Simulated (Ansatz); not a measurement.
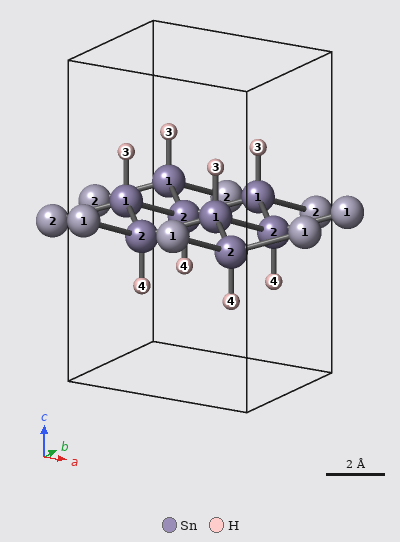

Figure 1. The starting structure (ball-and-stick view of the 2 × 2 repeat of the cell, with the vacuum cut short, seen slightly off an axis; neighbours outside the cell are drawn fainter; atoms are numbered from 1 in the order of the input). An atom can appear more than once, as a periodic image. Near neighbours in the periodic cell (some may lie outside the picture): Sn has 1 H at 1.74 Å and 3 Sn at 2.83 Å; H has 1 Sn at 1.74 Å.

**SnH: geometry relaxation**

System: SnH (slab, 4 atoms in the cell).
Method: DFT PBE+D3(BJ), scalar-relativistic, plane waves, PAW, no spin polarisation (Ansatz 0.2.0).

It belongs to a series of runs on one base structure; here: clean surface, atoms relaxed. Figures and captions count atoms from 1; the log counts them from 0 in places.

## Output
```
Engine: ansatz 0.2.0, aarch64-unknown-linux-gnu
Pseudopotentials: kind: paw
Pseudopotential: Sn, paw, valence charge 14, recommended cutoff 420 eV (normal), Sn.paw.azcp
Pseudopotential: H, paw, valence charge 1, recommended cutoff 420 eV (normal), H.paw.azcp
Functional definition: PBE
  parameter kappa = 0.804
  parameter beta = 0.06672455060314922
  exchange = pbe_x(kappa = kappa, mu = beta*pi^2/3)
  correlation = pbe_c(beta = beta)
Crystal: 4 atoms, lattice volume = 404.664 Å³
Basis set: ecut = 600 eV, 13597 PW (Γ), exchange–correlation on 80×80×360 points (8 copies of the dense FFT grid, shifted against one another)
Bands: 19, of which v1, the nominal top of the filled ones, is band 15 counted from 1 (14 counted from 0)
Symmetry: 6 space group operations
k-points: 7 of 36 (time reversal used)
Non-local potential: Sn, projectors of the file, l = 0: 2, l = 1: 2, l = 2: 2, l = 3: 2
Non-local potential: H, projectors of the file, l = 0: 2, l = 1: 1
PAW form: soft (Blöchl's): semilocal exchange-correlation on the pseudo side does not see the compensation charge
PAW one-centre angular grid: Sn, 590 points (default); XC on 64 Gauss nodes
PAW one-centre angular grid: H, 110 points (default); XC on 64 Gauss nodes
Initial density: superposition of atomic densities (neutral atoms: chi_scale 0, normalization atom), corrected by the library's trained network
Initial wavefunctions: pseudopotential atomic-orbital guess
Functional: x = pbe(κ = 0.804, μ = 0.2195149727645171), c = pbe(β = 0.06672455060314922)
SCF iter   1: F=—  HF=-12079.667957 eV  |F-HF|=—  |Δ(HF+E_count)|=         —  Δρ=9.34e-4  dr2=5.86e-3  ethr=1.77e-3  p=0.000 e·Å  D=5.83e-8 V/Å  ΔV_dip=-0.00 eV  dr2_dipole=1.14e-8  V_vac-E_F(+/−)=4.79/4.79 eV  ⟨swp⟩=8.0  Hψ=829  notcnv=0
efield: sawtooth ramp at fractional position 0.9800 (placed from the atoms, in the widest stretch of the axis that holds none; the zero of the levels goes with the place), width 0.0400; the density the first Hamiltonian is built on has a dipole p = 0.000 e·Å; the dipole correction subtracts the counter field D = 5.83e-8 V/Å, which shifts the + side's vacuum level by -0.00 eV against the − side's; the planar-averaged density in the ramp window peaks in size at 3.4e-6 e/Å³
preconditioner: auto → Resta (q_TF=auto, 1.768 Å⁻¹)  ε∞=1.6  [insulator: Δε(μ)=0.526 eV  Ē_g=7.811 eV  σ=0.050 eV  W_gap=1.00  n_scr=40 (ndim 8)  ℏωp=5.8 eV  f_vac=0.739  D(μ)=0.00/eV (n_scr^D=0)  ε∞_Penn≈1.6  vacuum switching on, ρ_ref=4.4e-3 e/Å³]
SCF iter   2: F=—  HF=-12079.667981 eV  |F-HF|=—  |Δ(HF+E_count)|=   2.39e-5  Δρ=3.14e-4  dr2=5.94e-4  ethr=1.95e-5  p=0.000 e·Å  D=3.35e-5 V/Å  ΔV_dip=-0.00 eV  dr2_dipole=4.08e-8  V_vac-E_F(+/−)=4.76/4.76 eV  ⟨swp⟩=2.4  Hψ=320  notcnv=0
SCF iter   3: F=—  HF=-12079.668257 eV  |F-HF|=—  |Δ(HF+E_count)|=   2.76e-4  Δρ=9.74e-5  dr2=5.85e-5  ethr=1.98e-6  p=-0.000 e·Å  D=-6.52e-5 V/Å  ΔV_dip=0.00 eV  dr2_dipole=1.34e-7  V_vac-E_F(+/−)=4.72/4.72 eV  ⟨swp⟩=2.9  Hψ=231  notcnv=0
iter 4 did not close the SCF: its close was put off for the readings that it lacked (scf_convergence_deferred on its scf_iter line)
SCF iter   4: F=-12079.668327 eV  HF=-12079.668330 eV  |F-HF|=2.61e-6  |Δ(HF+E_count)|=   7.28e-5  Δρ=2.68e-5  dr2=6.93e-6  ethr=1.95e-7  p=0.000 e·Å  D=1.43e-4 V/Å  ΔV_dip=-0.00 eV  dr2_dipole=6.45e-7  V_vac-E_F(+/−)=4.70/4.70 eV  ⟨swp⟩=2.0  Hψ=172  notcnv=0
iter 5 did not close the SCF: its close was put off for the readings that it lacked (scf_convergence_deferred on its scf_iter line)
SCF iter   5: F=-12079.668329 eV  HF=-12079.668332 eV  |F-HF|=2.65e-6  |Δ(HF+E_count)|=   1.69e-6  Δρ=1.41e-5  dr2=3.05e-6  ethr=2.31e-8  p=-0.000 e·Å  D=-1.32e-4 V/Å  ΔV_dip=0.00 eV  dr2_dipole=5.50e-7  V_vac-E_F(+/−)=4.70/4.70 eV  ⟨swp⟩=3.0  Hψ=248  notcnv=0
SCF iter   6: F=-12079.668331 eV  HF=-12079.668331 eV  |F-HF|=2.71e-8  |Δ(HF+E_count)|=   3.07e-7  Δρ=5.71e-6  dr2=2.04e-7  ethr=1.02e-8  p=0.000 e·Å  D=2.48e-5 V/Å  ΔV_dip=-0.00 eV  dr2_dipole=1.95e-8  V_vac-E_F(+/−)=4.70/4.70 eV  ⟨swp⟩=5.3  Hψ=615  notcnv=0
SCF 1 converged in 6 iterations: F = -12079.668331 eV  dr2 = 2.04e-7
  greatest PAW one-centre occupation: 0.990 electrons in one spin orbital (limit 2), on the Sn atom at site 1 (counted from 0), in its partial waves of l = 2
relax step   1: F+E_penalty+E_count = -12079.66833149 eV  Δ(F+E_penalty+E_count) = +0.000e0 eV  max|allowed force component| = 1.134e-2 eV/Å  Δτ_max = 0.0000 Å  (6 SCF iters, dr2 threshold 4.00e-5 eV, accepted)
Initial density: handed on by an earlier stage of this run
Initial wavefunctions: those handed on with the density
iter 1 solved again at ethr=6.84e-10 eV; its pass at ethr=3.10e-3 eV (dr2=2.05e-7 eV) is discarded
SCF iter   1: F=—  HF=-12079.668327 eV  |F-HF|=—  |Δ(HF+E_count)|=         —  Δρ=5.73e-6  dr2=2.05e-7  ethr=6.84e-10  p=0.000 e·Å  D=2.48e-5 V/Å  ΔV_dip=-0.00 eV  dr2_dipole=1.96e-8  V_vac-E_F(+/−)=4.70/4.70 eV  ⟨swp⟩=1.0  Hψ=434  notcnv=0
efield: sawtooth ramp at fractional position 0.9800 (handed on by an earlier solve), width 0.0400; the density the first Hamiltonian is built on has a dipole p = 0.000 e·Å; the dipole correction subtracts the counter field D = 2.48e-5 V/Å, which shifts the + side's vacuum level by -0.00 eV against the − side's; the planar-averaged density in the ramp window peaks in size at 1.5e-7 e/Å³
preconditioner: auto → Resta (q_TF=auto, 1.768 Å⁻¹)  ε∞=1.6  [insulator: Δε(μ)=0.509 eV  Ē_g=7.798 eV  σ=0.050 eV  W_gap=1.00  n_scr=40 (ndim 8)  ℏωp=5.8 eV  f_vac=0.738  D(μ)=0.00/eV (n_scr^D=0)  ε∞_Penn≈1.6  vacuum switching on, ρ_ref=4.4e-3 e/Å³]
SCF iter   2: F=-12079.668332 eV  HF=-12079.668332 eV  |F-HF|=1.27e-8  |Δ(HF+E_count)|=   4.84e-6  Δρ=3.08e-6  dr2=8.96e-8  ethr=3.33e-10  p=-0.000 e·Å  D=-1.97e-5 V/Å  ΔV_dip=0.00 eV  dr2_dipole=1.23e-8  V_vac-E_F(+/−)=4.70/4.70 eV  ⟨swp⟩=3.7  Hψ=570  notcnv=0
SCF 2 converged in 2 iterations: F = -12079.668332 eV  dr2 = 8.96e-8
  greatest PAW one-centre occupation: 0.990 electrons in one spin orbital (limit 2), on the Sn atom at site 0 (counted from 0), in its partial waves of l = 2
relax step   2: F+E_penalty+E_count = -12079.66833154 eV  Δ(F+E_penalty+E_count) = -5.319e-8 eV  max|allowed force component| = 1.133e-2 eV/Å  Δτ_max = 0.0000 Å  (2 SCF iters, accepted)
```

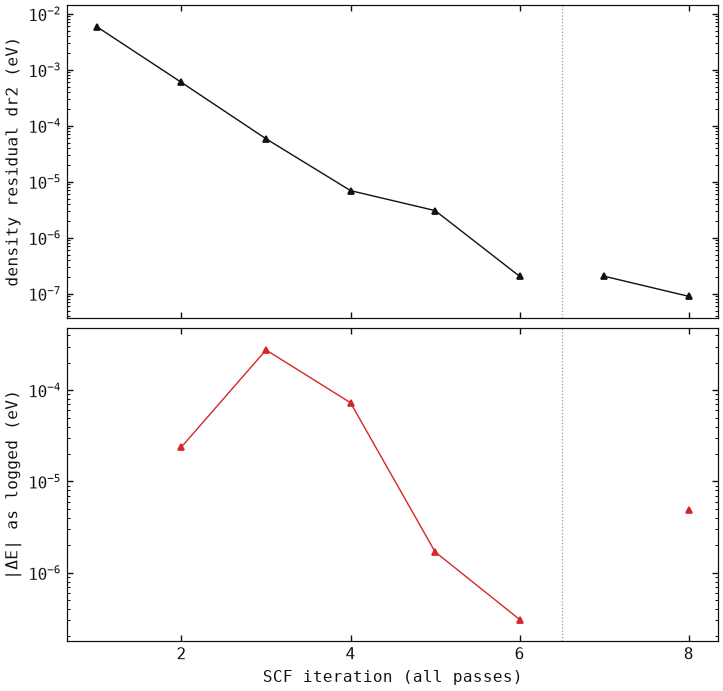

Figure 2. Convergence of the self-consistent field: density residual dr2 and size of the energy change against the SCF iteration. The dotted lines part the SCF passes of the relaxation: geometry steps, rejected trials and re-solves on a re-selected basis. The passes take 6 and 2 iterations.

```
SCF converged after 2 iterations
Free energy (F): -12079.668332 eV
Harris-Foulkes:  -12079.668332 eV  (|F-HF|=1.27e-8)
Internal energy: -12079.668332 eV  (E = F + TS)
E sigma→0 (E₀):  -12079.668332 eV
Fermi energy:    -2.529212 eV
Dipole field:    D = 0.000085 V/Å  (p = 0.000191 e·Å, saw-weighted, corrected)
Work function:   Φ+ = 4.6955 eV   Φ− = 4.6973 eV
Levels:          The Fermi level and band energies are counted from a zero that moves with the ramp; work functions are not
--- Per-component energies (eV) ---
  E_band       = -541.982677
  E_kinetic    = 399.609006
  E_local      = -13678.640452  (includes V_loc(G=0)·N_el)
  E_nonlocal   = -60.524085
  E_hartree    = 6864.917854
  E_xc         = -779.835146
  E_vxc        = -211.437249  (∫ρ·V_xc dr)
  E_paw        = -8279.159528  (= ΣΔE_a)
  E_vpaw       = -720.826035  (= ΣTr[D̂ρ^β])
  E_aug_tail   = -0.000101  (compensation charges beyond the density's cutoff)
  E_efield     = 0.000000  (sawtooth field / dipole correction)
  E_vefield    = 0.000000  (∫n·V_field dr)
  E_ewald      = 3454.301779
  E_disp       = -0.337658  (pairwise vdW)
  E_smearing   = -0.000000  (= −TS)
  E_closure    = -0.000000  (closes the sum)
  Σ components = -12079.668332   (vs F -12079.668332, Δ=0.00e0)
--- Forces (eV/Å), atoms counted from 1 ---
  atom   1  Sn     0.00000000    -0.00000000     0.00496863
  atom   2  Sn     0.00000000     0.00000000    -0.00499016
  atom   3  H      0.00000000     0.00000000    -0.01134920
  atom   4  H     -0.00000000     0.00000000     0.01129393
  max |Σ_I F_I| component: 7.68e-5 eV/Å
--- Band table (eV; the first three rows and the last of 7) ---
  k-point 0: bands = ["-23.8380", "-23.8380", "-23.7359", "-23.7359", "-23.7137", "-23.6380", "-23.5065", "-23.5065", "-23.4773", "-23.4773", "-12.0660", "-8.1099", "-4.9800", "-2.7852", "-2.7852", "-2.2766", "0.6573", "0.6573", "0.7461"]
  k-point 1: bands = ["-23.8546", "-23.8476", "-23.7338", "-23.7120", "-23.7097", "-23.6278", "-23.5274", "-23.5241", "-23.4667", "-23.4606", "-11.8473", "-8.2066", "-5.0256", "-4.4567", "-3.1937", "-0.9569", "0.7029", "0.8883", "1.3905"]
  k-point 2: bands = ["-23.8760", "-23.8523", "-23.7599", "-23.7002", "-23.6762", "-23.5930", "-23.5510", "-23.5332", "-23.4718", "-23.4450", "-11.2368", "-8.7369", "-5.5710", "-5.1309", "-3.7710", "-1.0629", "0.8767", "1.3007", "2.4924"]
  k-point 6: bands = ["-23.9196", "-23.7971", "-23.7971", "-23.6432", "-23.6430", "-23.6408", "-23.5777", "-23.5131", "-23.5130", "-23.4096", "-9.9869", "-9.9868", "-5.4125", "-5.4123", "-5.2449", "1.0766", "1.0766", "1.2073", "2.6189"]
--- Relaxed structure (2 steps of the walk, 2 accepted, 0 SCFs on fresh bases) ---
  F+E_penalty+E_count = -12079.66833154 eV   max|allowed force component| = 1.133e-2 eV/Å
  atoms:
    - { symbol: Sn, position: [0.3333333333333332, 0.6666666666666665, 0.5195563478999999] }
    - { symbol: Sn, position: [0.6666666666666665, 0.33333333333333326, 0.48044368169999996] }
    - { symbol: H, position: [0.3333333333333332, 0.6666666666666665, 0.6010335671999999] }
    - { symbol: H, position: [0.6666666666666665, 0.33333333333333326, 0.39896643279999994] }
```

## Trajectory as extended XYZ (Å, eV, eV/Å), 2 frames, from step=1 to step=2
```
4
Lattice="4.6832 0.0000 0.0000 -2.3416 4.0558 0.0000 0.0000 0.0000 21.3051" Properties=species:S:1:pos:R:3:forces:R:3 step=1 energy=-12079.66833
Sn    0.0000    2.7038   11.0692    0.0000   0.0000   0.0050
Sn    2.3416    1.3519   10.2359    0.0000   0.0000  -0.0051
H     0.0000    2.7038   12.8051    0.0000   0.0000  -0.0112
H     2.3416    1.3519    8.5000    0.0000   0.0000   0.0113
4
Lattice="4.6832 0.0000 0.0000 -2.3416 4.0558 0.0000 0.0000 0.0000 21.3051" Properties=species:S:1:pos:R:3:forces:R:3 step=2 energy=-12079.66833
Sn    0.0000    2.7038   11.0692    0.0000   0.0000   0.0050
Sn    2.3416    1.3519   10.2359    0.0000   0.0000  -0.0050
H     0.0000    2.7038   12.8051    0.0000   0.0000  -0.0113
H     2.3416    1.3519    8.5000    0.0000   0.0000   0.0113
```

The run was set up as follows.

## Input
```yaml
crystal:
  lattice:
    - [4.6831785837, 0.0, 0.0]
    - [-2.3415892918, 4.0557516239, 0.0]
    - [0.0, 0.0, 21.3050505057]
  atoms:
    - { symbol: Sn, position: [0.3333333333, 0.6666666667, 0.5195563479] }
    - { symbol: Sn, position: [0.6666666667, 0.3333333333, 0.4804436817] }
    - { symbol: H, position: [0.3333333333, 0.6666666667, 0.6010335672] }
    - { symbol: H, position: [0.6666666667, 0.3333333333, 0.3989664328] }
basis:
  ecutwfc: 600.0
  fft_grid_basis: typed
kpoints:
  mp_grid: { grid: [6, 6, 1] }
hamiltonian:
  xc: pbe
  dispersion: d3bj
  pseudopotentials: { kind: paw }
scf:
  occupations: { method: gaussian, width: 0.05 }
output:
  forces: true
  eigenvalues: true
efield:
  axis: 3
  dipole_correction: true
  ramp_width: 0.04
relax:
  adjacent_minimum: "off"
  f_tol: 0.04
  max_steps: 40
```

Command:
```bash
ansatz run input.yaml --threads 1 --pin off --max-ram 2211MiB --backend cpu --events-out ev --progress --plain --runs-dir out
```

## Results in brief

```json
{"quantity": "outcome", "value": "converged"}
{"quantity": "electrons treated", "value": "30"}
{"quantity": "free energy", "value": "−12079.6683 eV"}
{"quantity": "work function, top face", "value": "4.70 eV"}
{"quantity": "work function, bottom face", "value": "4.70 eV"}
{"quantity": "Fermi energy", "value": "−2.529 eV"}
{"quantity": "gap on the k-point mesh", "value": "0.51 eV"}
{"quantity": "final volume", "value": "404.66 Å³"}
{"quantity": "work function (upper face)", "value": "4.70 eV"}
{"quantity": "largest force (length of the vector) at the end", "value": "0.011 eV/Å"}
{"quantity": "hardware", "value": "1 thread of Arm Neoverse N1, 98 GiB of memory available, shared host"}
{"quantity": "wall time", "value": "30 s"}
{"quantity": "peak memory", "value": "0.6 GiB"}
```
